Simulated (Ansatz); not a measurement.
## Electronic structure of AlGaN2 in real space

```yaml
crystal:
  lattice:
    - [-3.11529, 0.00000, 0.00000]
    - [0.00000, 0.00000, -4.38433]
    - [0.00000, -6.23057, 0.00000]
  atoms:
    - { symbol: Al, position: [0.50000, 0.50000, 0.25000] }
    - { symbol: Al, position: [0.50000, 0.50000, 0.75000] }
    - { symbol: Ga, position: [0.00000, 0.00000, 0.50000] }
    - { symbol: Ga, position: [0.00000, 0.00000, 0.00000] }
    - { symbol: N, position: [0.50000, 0.25995, 0.50000] }
    - { symbol: N, position: [0.50000, 0.25995, 0.00000] }
    - { symbol: N, position: [0.00000, 0.74005, 0.25000] }
    - { symbol: N, position: [0.00000, 0.74005, 0.75000] }
```

Space group P-4m2; a structure from a database of computed crystals, not necessarily the ambient phase.

These are results of DFT LDA, scalar-relativistic, plane waves, PAW (Ansatz), not measurements.

In a PAW calculation such maps are meaningful between the atoms, not at the nuclei.

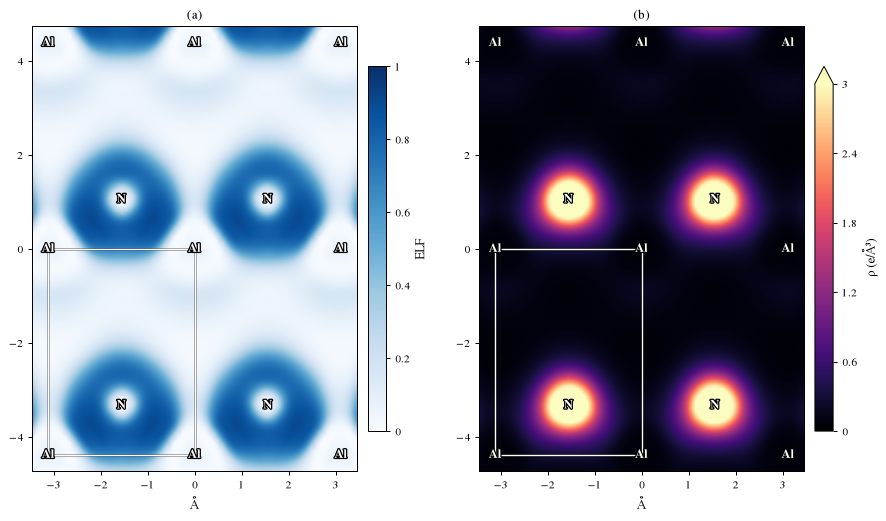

Figure 1. (a) electron localisation function; (b) valence pseudo-density on the (001) plane of the calculation cell.

Q: Interpret the plot.

A:
- The plane passes through Al and N nuclei.
- Al–N (1.88 Å): ρ is about 0.71 e/Å³ halfway; the ELF peaks at about 0.90 between the atoms, as expected for a polar covalent bond.
- Between the atoms the lowest density in this plane is 0.04 e/Å³.

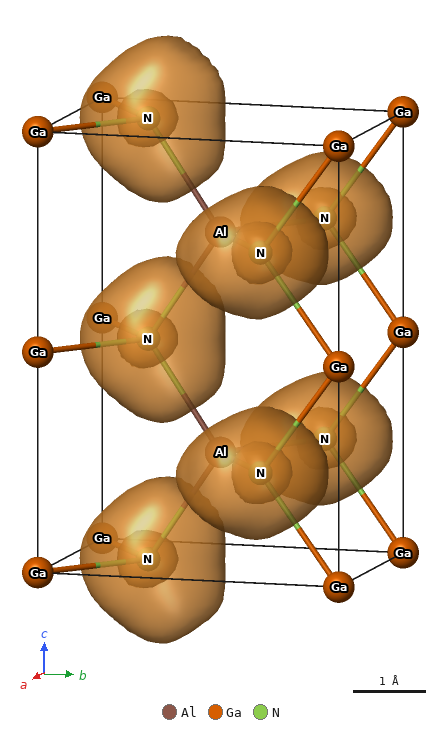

Figure 2. Isosurface of the ELF at 0.65 (orange), seen slightly off an axis. Core shells and regions of very low density are left out. Sticks mark near contacts.

Q: What do the ELF domains correspond to?

A: At this value the surface marks out four regions on N in which the atom's valence shell and bonds are merged, counted in one cell of 8 atoms. Regions shared between cells count once. Along the contacts the grid gives the following. Ga–N (1.93 Å): the ELF peaks at about 0.85 in the valence shell of N, 0.7 Å from its nucleus, and is about 0.45 at the midpoint.

Q: Metal or insulator at this level of theory?

A: It is gapped, with a Kohn–Sham gap of 3.1 eV on the k-point mesh (the band edges may lie off the mesh, which would make the gap smaller).
